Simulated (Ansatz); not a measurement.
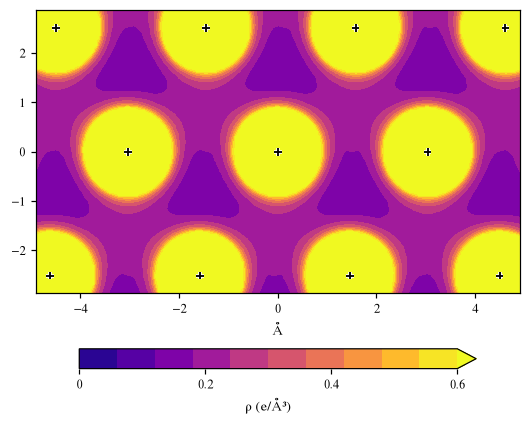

The valence charge density (pseudo) on a plane through atoms (crosses mark nuclei in the plane).

Level of theory: DFT PBE, scalar-relativistic, plane waves, PAW (Ansatz).

Candidates:
A. Ti, a = 5.76 Å, b = 9.11 Å, c = 2.97 Å, α = 57.87°, β = 125.07°, γ = 108.43°. Space group P-1; computed pressure about −4 GPa in this cell; computed without spin polarisation.
B. InP, a = 5.96 Å, b = 5.96 Å, c = 5.96 Å, α = 90.00°, β = 90.00°, γ = 90.00°. Space group F-43m.

Q: Which candidate gave the map?

A: Candidate A: Ti on the (100) plane of the calculation cell, which holds Ti. Ti–Ti (2.97 Å): the density is about 0.18 e/Å³ at the midpoint.
